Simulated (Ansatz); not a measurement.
## Molecular dynamics, with input and output: CaO (part 1 of 4)

The run: molecular dynamics of CaO (Fm-3m, 16 atoms in the cell). Method and program: DFT, PBE, plane waves, PAW, no spin polarisation (Ansatz 0.2.0).

The structure was built on a prototype by a generator. The geometry comes from this level: r2SCAN. It belongs to a series of runs on one base structure; here: NVT, Nosé–Hoover thermostat at 100 K. Figures and captions count atoms from 1; the log counts them from 0 in places.

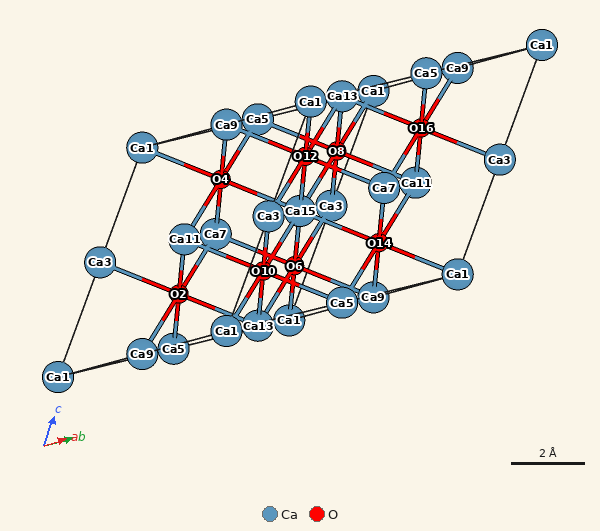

Fig. 1: The structure as given in the input (ball-and-stick view of the cell of the calculation, seen at an oblique angle; atoms are numbered from 1 in the order of the input). An atom can appear more than once, as a periodic image.

## Summary

```json
{"quantity": "outcome", "value": "finished"}
{"quantity": "mean temperature over the second half", "value": "50 K"}
{"quantity": "trajectory", "value": "30 steps, 60 fs"}
{"quantity": "ensemble", "value": "nvt_nose_hoover"}
{"quantity": "temperature in the input", "value": "100 K"}
{"quantity": "time step", "value": "2.0 fs"}
{"quantity": "space group of the start (tolerance 0.01 Å)", "value": "Fm-3m (225)"}
{"quantity": "electrons treated", "value": "128"}
{"quantity": "potential energy (free energy of the electrons) (last step)", "value": "−19101.6121 eV"}
{"quantity": "Fermi energy (last step)", "value": "9.606 eV"}
{"quantity": "largest force (length of the vector) (last step)", "value": "0.550 eV/Å"}
{"quantity": "hardware", "value": "4 threads of Arm Neoverse V2, 112 GiB of memory available, shared host"}
{"quantity": "wall time", "value": "34 s (CPU time 2.2 min)"}
{"quantity": "peak memory", "value": "0.76 GiB"}
```

## Notes

The k-point mesh is coarse for a cell of this size, so the results may not be converged. So short a trajectory is not equilibrated. The temperature stays far from the 100 K of the thermostat over the second half: the run isn't equilibrated.

## The input
```yaml
crystal:
  lattice:
    - [0.0, 4.7951002376, 4.7951002376]
    - [4.7951002376, 0.0, 4.7951002376]
    - [4.7951002376, 4.7951002376, 0.0]
  atoms:
    - { symbol: Ca, position: [0.0, 0.0, 0.0] }
    - { symbol: O, position: [0.25, 0.25, 0.25] }
    - { symbol: Ca, position: [0.0, 0.0, 0.5] }
    - { symbol: O, position: [0.25, 0.25, 0.75] }
    - { symbol: Ca, position: [0.0, 0.5, 0.0] }
    - { symbol: O, position: [0.25, 0.75, 0.25] }
    - { symbol: Ca, position: [0.0, 0.5, 0.5] }
    - { symbol: O, position: [0.25, 0.75, 0.75] }
    - { symbol: Ca, position: [0.5, 0.0, 0.0] }
    - { symbol: O, position: [0.75, 0.25, 0.25] }
    - { symbol: Ca, position: [0.5, 0.0, 0.5] }
    - { symbol: O, position: [0.75, 0.25, 0.75] }
    - { symbol: Ca, position: [0.5, 0.5, 0.0] }
    - { symbol: O, position: [0.75, 0.75, 0.25] }
    - { symbol: Ca, position: [0.5, 0.5, 0.5] }
    - { symbol: O, position: [0.75, 0.75, 0.75] }
kpoints:
  mp_grid: { grid: [2, 2, 2] }
hamiltonian:
  xc: pbe
scf:
  occupations: { method: fermi_dirac, width: 0.02 }
md:
  ensemble: nvt_nose_hoover
  temperature: 100
  timestep: 2.0
  n_steps: 30
  initial_velocities: maxwell_boltzmann
  seed: 8916
```

Run as:
```bash
ansatz run input.yaml --threads 4 --pin off --max-ram 3686MiB --backend cpu --events-out ev --progress --plain --runs-dir out
```

## Output
```
Warning: md: disabling space-group detection — thermal motion breaks the input geometry's symmetry, so no spatial operation reduces the k-mesh or symmetrises the density; time reversal is kept, so that k and −k are solved as one point where they differ and the mesh holds both, and exact exchange and, on two spinor components, a DFT+U term hold to it where the run has them: on two components no moment then forms, and a state that bears one, which a typed moment (crystal.atoms[].spin; refused beside efield: under a hybrid functional) reaches, can lie lower, under hf by electronvolts; crystal.symmetry.detect: false (a key that needs symmetry detection or time reversal refuses this as the deck is read) with time_reversal: false beside it drops time reversal too
Engine: ansatz 0.2.0, aarch64-unknown-linux-gnu
Pseudopotentials: kind: paw
Pseudopotential: Ca, paw, valence charge 10, recommended cutoff 420 eV (normal), Ca.paw.azcp
Pseudopotential: O, paw, valence charge 6, recommended cutoff 420 eV (normal), O.paw.azcp
Functional definition: PBE
  parameter kappa = 0.804
  parameter beta = 0.06672455060314922
  exchange = pbe_x(kappa = kappa, mu = beta*pi^2/3)
  correlation = pbe_c(beta = beta)
Crystal: 16 atoms, lattice volume = 220.507 Å³
Basis set: ecut = 420 eV, 4285 PW (Γ), exchange–correlation on 96×96×96 points (8 copies of the dense FFT grid, shifted against one another)
Bands: 80, of which v1, the nominal top of the filled ones, is band 64 counted from 1 (63 counted from 0)
Symmetry: 1 space group operations
k-points: 8
Non-local potential: Ca, projectors of the file, l = 0: 3, l = 1: 2, l = 2: 2
Non-local potential: O, projectors of the file, l = 0: 2, l = 1: 2, l = 2: 1
PAW form: soft (Blöchl's): semilocal exchange-correlation on the pseudo side does not see the compensation charge
PAW one-centre angular grid: Ca, 110 points (default); XC on 64 Gauss nodes
PAW one-centre angular grid: O, 110 points (default); XC on 64 Gauss nodes
Initial density: superposition of atomic densities (neutral atoms: chi_scale 0, normalization atom), corrected by the library's trained network
Initial wavefunctions: pseudopotential atomic-orbital guess
Functional: x = pbe(κ = 0.804, μ = 0.2195149727645171), c = pbe(β = 0.06672455060314922)
SCF iter   1: F=—  HF=-19101.707483 eV  |F-HF|=—  |Δ(HF+E_count)|=         —  Δρ=6.91e-4  dr2=6.89e-4  ethr=1.77e-3  ⟨swp⟩=9.9  Hψ=2865  notcnv=0  defer=12
preconditioner: auto → Resta (q_TF=auto, 2.492 Å⁻¹)  ε∞=3.4  [insulator: Δε(μ)=3.651 eV  Ē_g=17.110 eV  σ=0.020 eV  W_gap=1.00  n_scr=58 (ndim 8)  ℏωp=26.5 eV  f_vac=0.000  D(μ)=0.00/eV (n_scr^D=0)  ε∞_Penn≈3.4]
SCF iter   2: F=—  HF=-19101.710120 eV  |F-HF|=—  |Δ(HF+E_count)|=   2.64e-3  Δρ=5.05e-4  dr2=4.39e-4  ethr=5.38e-7  ⟨swp⟩=3.0  Hψ=1454  notcnv=0  defer=32
SCF iter   3: F=—  HF=-19101.710183 eV  |F-HF|=—  |Δ(HF+E_count)|=   6.34e-5  Δρ=2.14e-4  dr2=3.80e-5  ethr=3.43e-7  ⟨swp⟩=2.0  Hψ=774  notcnv=0  defer=32
SCF iter   4: F=—  HF=-19101.710686 eV  |F-HF|=—  |Δ(HF+E_count)|=   5.03e-4  Δρ=1.07e-4  dr2=2.19e-5  ethr=2.97e-8  ⟨swp⟩=2.0  Hψ=1006  notcnv=0  defer=32
SCF iter   5: F=—  HF=-19101.710674 eV  |F-HF|=—  |Δ(HF+E_count)|=   1.21e-5  Δρ=4.18e-5  dr2=3.72e-6  ethr=1.71e-8  ⟨swp⟩=2.0  Hψ=741  notcnv=0  defer=32
SCF iter   6: F=—  HF=-19101.710399 eV  |F-HF|=—  |Δ(HF+E_count)|=   2.74e-4  Δρ=1.34e-5  dr2=4.43e-7  ethr=2.90e-9  ⟨swp⟩=2.0  Hψ=747  notcnv=0  defer=32
SCF iter   7: F=—  HF=-19101.710399 eV  |F-HF|=—  |Δ(HF+E_count)|=   8.63e-8  Δρ=5.63e-6  dr2=8.01e-8  ethr=3.46e-10  ⟨swp⟩=2.0  Hψ=740  notcnv=0  defer=32
SCF iter   8: F=—  HF=-19101.710399 eV  |F-HF|=—  |Δ(HF+E_count)|=   1.49e-8  Δρ=2.71e-6  dr2=1.92e-8  ethr=6.26e-11  ⟨swp⟩=2.0  Hψ=736  notcnv=0  defer=32
SCF iter   9: F=-19101.710399 eV  HF=-19101.710399 eV  |F-HF|=5.97e-10  |Δ(HF+E_count)|=   4.21e-9  Δρ=5.25e-7  dr2=7.26e-10  ethr=1.25e-11  ⟨swp⟩=3.2  Hψ=1600  notcnv=0
SCF 1 converged in 9 iterations: F = -19101.710399 eV  dr2 = 7.26e-10
  greatest PAW one-centre occupation: 0.995 electrons in one spin orbital (limit 2), on the Ca atom at site 8 (counted from 0), in its partial waves of l = 0
md step     0: t =     0.00 fs  T =   100.0 K  F+E_penalty+E_count = -19101.71039928 eV  E_kin = 0.193890 eV  conserved = -19101.51650928 eV  (9 SCF iters)
Initial density: handed on by an earlier stage of this run
Initial wavefunctions: those handed on with the density
iter 1 solved again at ethr=1.51e-6 eV; its pass at ethr=3.10e-3 eV (dr2=1.93e-3 eV) is discarded
SCF iter   1: F=—  HF=-19101.708061 eV  |F-HF|=—  |Δ(HF+E_count)|=         —  Δρ=8.94e-4  dr2=1.87e-3  ethr=1.51e-6  ⟨swp⟩=5.4  Hψ=2807  notcnv=0  defer=4
preconditioner: auto → Resta (q_TF=auto, 2.492 Å⁻¹)  ε∞=3.4  [insulator: Δε(μ)=3.646 eV  Ē_g=17.085 eV  σ=0.020 eV  W_gap=1.00  n_scr=58 (ndim 8)  ℏωp=26.5 eV  f_vac=0.000  D(μ)=0.00/eV (n_scr^D=0)  ε∞_Penn≈3.4]
SCF iter   2: F=—  HF=-19101.707612 eV  |F-HF|=—  |Δ(HF+E_count)|=   4.49e-4  Δρ=4.23e-4  dr2=3.63e-4  ethr=1.46e-6  ⟨swp⟩=2.4  Hψ=1018  notcnv=0
SCF iter   3: F=—  HF=-19101.707561 eV  |F-HF|=—  |Δ(HF+E_count)|=   5.11e-5  Δρ=2.15e-4  dr2=9.42e-5  ethr=2.84e-7  ⟨swp⟩=2.1  Hψ=919  notcnv=0
SCF iter   4: F=—  HF=-19101.707712 eV  |F-HF|=—  |Δ(HF+E_count)|=   1.52e-4  Δρ=6.10e-5  dr2=7.43e-6  ethr=7.36e-8  ⟨swp⟩=2.0  Hψ=896  notcnv=0
SCF iter   5: F=—  HF=-19101.707421 eV  |F-HF|=—  |Δ(HF+E_count)|=   2.91e-4  Δρ=1.29e-5  dr2=3.57e-7  ethr=5.81e-9  ⟨swp⟩=2.0  Hψ=854  notcnv=0
SCF iter   6: F=-19101.707421 eV  HF=-19101.707421 eV  |F-HF|=1.10e-8  |Δ(HF+E_count)|=   2.03e-7  Δρ=2.52e-6  dr2=1.08e-8  ethr=1.25e-11  ⟨swp⟩=3.0  Hψ=2307  notcnv=0
SCF 2 converged in 6 iterations: F = -19101.707421 eV  dr2 = 1.08e-8
  greatest PAW one-centre occupation: 0.995 electrons in one spin orbital (limit 2), on the Ca atom at site 4 (counted from 0), in its partial waves of l = 0
md step     1: t =     2.00 fs  T =    98.5 K  F+E_penalty+E_count = -19101.70742136 eV  E_kin = 0.190927 eV  conserved = -19101.51649447 eV  (6 SCF iters)
[... from here on the SCF iterations and repeated set-up lines of each step are left out, up to the last step ...]
SCF 3 converged in 6 iterations: F = -19101.698723 eV  dr2 = 1.36e-8
md step     2: t =     4.00 fs  T =    94.0 K  F+E_penalty+E_count = -19101.69872257 eV  E_kin = 0.182274 eV  conserved = -19101.51645154 eV  (6 SCF iters)
SCF 4 converged in 6 iterations: F = -19101.684986 eV  dr2 = 1.44e-8
md step     3: t =     6.00 fs  T =    87.0 K  F+E_penalty+E_count = -19101.68498606 eV  E_kin = 0.168617 eV  conserved = -19101.51638439 eV  (6 SCF iters)
SCF 5 converged in 7 iterations: F = -19101.667282 eV  dr2 = 1.24e-8
md step     4: t =     8.00 fs  T =    77.9 K  F+E_penalty+E_count = -19101.66728170 eV  E_kin = 0.151025 eV  conserved = -19101.51629890 eV  (7 SCF iters)
SCF 6 converged in 3 iterations: F = -19101.646969 eV  dr2 = 7.30e-9
md step     5: t =    10.00 fs  T =    67.5 K  F+E_penalty+E_count = -19101.64696939 eV  E_kin = 0.130858 eV  conserved = -19101.51620270 eV  (3 SCF iters)
SCF 7 converged in 4 iterations: F = -19101.625576 eV  dr2 = 9.78e-10
md step     6: t =    12.00 fs  T =    56.5 K  F+E_penalty+E_count = -19101.62557613 eV  E_kin = 0.109636 eV  conserved = -19101.51610450 eV  (4 SCF iters)
SCF 8 converged in 2 iterations: F = -19101.604659 eV  dr2 = 3.52e-9
md step     7: t =    14.00 fs  T =    45.9 K  F+E_penalty+E_count = -19101.60465907 eV  E_kin = 0.088905 eV  conserved = -19101.51601291 eV  (2 SCF iters)
SCF 9 converged in 2 iterations: F = -19101.585668 eV  dr2 = 1.15e-8
md step     8: t =    16.00 fs  T =    36.2 K  F+E_penalty+E_count = -19101.58566810 eV  E_kin = 0.070102 eV  conserved = -19101.51593578 eV  (2 SCF iters)
SCF 10 converged in 3 iterations: F = -19101.569822 eV  dr2 = 8.64e-9
md step     9: t =    18.00 fs  T =    28.1 K  F+E_penalty+E_count = -19101.56982184 eV  E_kin = 0.054430 eV  conserved = -19101.51587948 eV  (3 SCF iters)
SCF 11 converged in 6 iterations: F = -19101.558009 eV  dr2 = 7.35e-9
md step    10: t =    20.00 fs  T =    22.1 K  F+E_penalty+E_count = -19101.55800943 eV  E_kin = 0.042769 eV  conserved = -19101.51584817 eV  (6 SCF iters)
SCF 12 converged in 3 iterations: F = -19101.550728 eV  dr2 = 3.12e-9
md step    11: t =    22.00 fs  T =    18.4 K  F+E_penalty+E_count = -19101.55072780 eV  E_kin = 0.035614 eV  conserved = -19101.51584304 eV  (3 SCF iters)
SCF 13 converged in 3 iterations: F = -19101.548060 eV  dr2 = 7.40e-9
md step    12: t =    24.00 fs  T =    17.0 K  F+E_penalty+E_count = -19101.54805987 eV  E_kin = 0.033057 eV  conserved = -19101.51586279 eV  (3 SCF iters)
SCF 14 converged in 2 iterations: F = -19101.549695 eV  dr2 = 6.68e-9
md step    13: t =    26.00 fs  T =    17.9 K  F+E_penalty+E_count = -19101.54969514 eV  E_kin = 0.034803 eV  conserved = -19101.51590374 eV  (2 SCF iters)
SCF 15 converged in 3 iterations: F = -19101.554988 eV  dr2 = 8.44e-9
md step    14: t =    28.00 fs  T =    20.8 K  F+E_penalty+E_count = -19101.55498839 eV  E_kin = 0.040233 eV  conserved = -19101.51595998 eV  (3 SCF iters)
SCF 16 converged in 2 iterations: F = -19101.563049 eV  dr2 = 4.78e-9
md step    15: t =    30.00 fs  T =    25.0 K  F+E_penalty+E_count = -19101.56304868 eV  E_kin = 0.048487 eV  conserved = -19101.51602442 eV  (2 SCF iters)
SCF 17 converged in 2 iterations: F = -19101.572847 eV  dr2 = 1.60e-8
md step    16: t =    32.00 fs  T =    30.2 K  F+E_penalty+E_count = -19101.57284719 eV  E_kin = 0.058566 eV  conserved = -19101.51608984 eV  (2 SCF iters)
SCF 18 converged in 3 iterations: F = -19101.583331 eV  dr2 = 1.22e-8
md step    17: t =    34.00 fs  T =    35.8 K  F+E_penalty+E_count = -19101.58333105 eV  E_kin = 0.069440 eV  conserved = -19101.51614954 eV  (3 SCF iters)
SCF 19 converged in 2 iterations: F = -19101.593530 eV  dr2 = 7.23e-9
md step    18: t =    36.00 fs  T =    41.3 K  F+E_penalty+E_count = -19101.59352990 eV  E_kin = 0.080158 eV  conserved = -19101.51619806 eV  (2 SCF iters)
SCF 20 converged in 3 iterations: F = -19101.602644 eV  dr2 = 3.75e-9
md step    19: t =    38.00 fs  T =    46.4 K  F+E_penalty+E_count = -19101.60264373 eV  E_kin = 0.089926 eV  conserved = -19101.51623153 eV  (3 SCF iters)
SCF 21 converged in 7 iterations: F = -19101.610103 eV  dr2 = 9.38e-9
md step    20: t =    40.00 fs  T =    50.6 K  F+E_penalty+E_count = -19101.61010342 eV  E_kin = 0.098172 eV  conserved = -19101.51624815 eV  (7 SCF iters)
SCF 22 converged in 2 iterations: F = -19101.615599 eV  dr2 = 1.21e-8
md step    21: t =    42.00 fs  T =    53.9 K  F+E_penalty+E_count = -19101.61559927 eV  E_kin = 0.104578 eV  conserved = -19101.51624852 eV  (2 SCF iters)
SCF 23 converged in 3 iterations: F = -19101.619077 eV  dr2 = 1.52e-8
md step    22: t =    44.00 fs  T =    56.3 K  F+E_penalty+E_count = -19101.61907701 eV  E_kin = 0.109070 eV  conserved = -19101.51623487 eV  (3 SCF iters)
SCF 24 converged in 2 iterations: F = -19101.620705 eV  dr2 = 1.07e-8
md step    23: t =    46.00 fs  T =    57.7 K  F+E_penalty+E_count = -19101.62070478 eV  E_kin = 0.111799 eV  conserved = -19101.51621053 eV  (2 SCF iters)
SCF 25 converged in 3 iterations: F = -19101.620817 eV  dr2 = 1.37e-8
md step    24: t =    48.00 fs  T =    58.3 K  F+E_penalty+E_count = -19101.62081736 eV  E_kin = 0.113078 eV  conserved = -19101.51618003 eV  (3 SCF iters)
SCF 26 converged in 2 iterations: F = -19101.619847 eV  dr2 = 5.43e-9
md step    25: t =    50.00 fs  T =    58.4 K  F+E_penalty+E_count = -19101.61984652 eV  E_kin = 0.113323 eV  conserved = -19101.51614847 eV  (2 SCF iters)
SCF 27 converged in 3 iterations: F = -19101.618247 eV  dr2 = 3.86e-9
md step    26: t =    52.00 fs  T =    58.3 K  F+E_penalty+E_count = -19101.61824747 eV  E_kin = 0.112973 eV  conserved = -19101.51612014 eV  (3 SCF iters)
SCF 28 converged in 2 iterations: F = -19101.616431 eV  dr2 = 9.29e-9
md step    27: t =    54.00 fs  T =    58.0 K  F+E_penalty+E_count = -19101.61643098 eV  E_kin = 0.112432 eV  conserved = -19101.51609806 eV  (2 SCF iters)
SCF 29 converged in 3 iterations: F = -19101.614709 eV  dr2 = 9.03e-9
md step    28: t =    56.00 fs  T =    57.8 K  F+E_penalty+E_count = -19101.61470901 eV  E_kin = 0.112008 eV  conserved = -19101.51608440 eV  (3 SCF iters)
SCF 30 converged in 2 iterations: F = -19101.613260 eV  dr2 = 6.06e-9
md step    29: t =    58.00 fs  T =    57.7 K  F+E_penalty+E_count = -19101.61326025 eV  E_kin = 0.111879 eV  conserved = -19101.51608011 eV  (2 SCF iters)
iter 1 solved again at ethr=8.91e-7 eV; its pass at ethr=3.10e-3 eV (dr2=1.14e-3 eV) is discarded
SCF iter   1: F=—  HF=-19101.612611 eV  |F-HF|=—  |Δ(HF+E_count)|=         —  Δρ=6.80e-4  dr2=1.14e-3  ethr=8.91e-7  ⟨swp⟩=4.9  Hψ=2882  notcnv=0
preconditioner: auto → Resta (q_TF=auto, 2.492 Å⁻¹)  ε∞=3.4  [insulator: Δε(μ)=3.637 eV  Ē_g=17.073 eV  σ=0.020 eV  W_gap=1.00  n_scr=58 (ndim 8)  ℏωp=26.5 eV  f_vac=0.000  D(μ)=0.00/eV (n_scr^D=0)  ε∞_Penn≈3.4]
SCF iter   2: F=—  HF=-19101.612370 eV  |F-HF|=—  |Δ(HF+E_count)|=   2.40e-4  Δρ=3.39e-4  dr2=2.54e-4  ethr=8.91e-7  ⟨swp⟩=2.4  Hψ=992  notcnv=0
SCF iter   3: F=—  HF=-19101.612340 eV  |F-HF|=—  |Δ(HF+E_count)|=   3.04e-5  Δρ=1.79e-4  dr2=6.57e-5  ethr=1.98e-7  ⟨swp⟩=2.0  Hψ=909  notcnv=0
SCF iter   4: F=—  HF=-19101.612406 eV  |F-HF|=—  |Δ(HF+E_count)|=   6.60e-5  Δρ=4.81e-5  dr2=4.91e-6  ethr=5.13e-8  ⟨swp⟩=2.0  Hψ=896  notcnv=0
SCF iter   5: F=—  HF=-19101.612119 eV  |F-HF|=—  |Δ(HF+E_count)|=   2.87e-4  Δρ=1.09e-5  dr2=2.41e-7  ethr=3.84e-9  ⟨swp⟩=2.0  Hψ=881  notcnv=0
SCF iter   6: F=—  HF=-19101.612119 eV  |F-HF|=—  |Δ(HF+E_count)|=   1.73e-7  Δρ=4.29e-6  dr2=3.30e-8  ethr=1.88e-10  ⟨swp⟩=2.0  Hψ=880  notcnv=0
SCF iter   7: F=-19101.612119 eV  HF=-19101.612119 eV  |F-HF|=1.97e-9  |Δ(HF+E_count)|=   3.20e-9  Δρ=1.92e-6  dr2=6.28e-9  ethr=1.25e-11  ⟨swp⟩=4.0  Hψ=1855  notcnv=0
SCF 31 converged in 7 iterations: F = -19101.612119 eV  dr2 = 6.28e-9
md step    30: t =    60.00 fs  T =    57.8 K  F+E_penalty+E_count = -19101.61211869 eV  E_kin = 0.112082 eV  conserved = -19101.51608417 eV  (7 SCF iters)
```
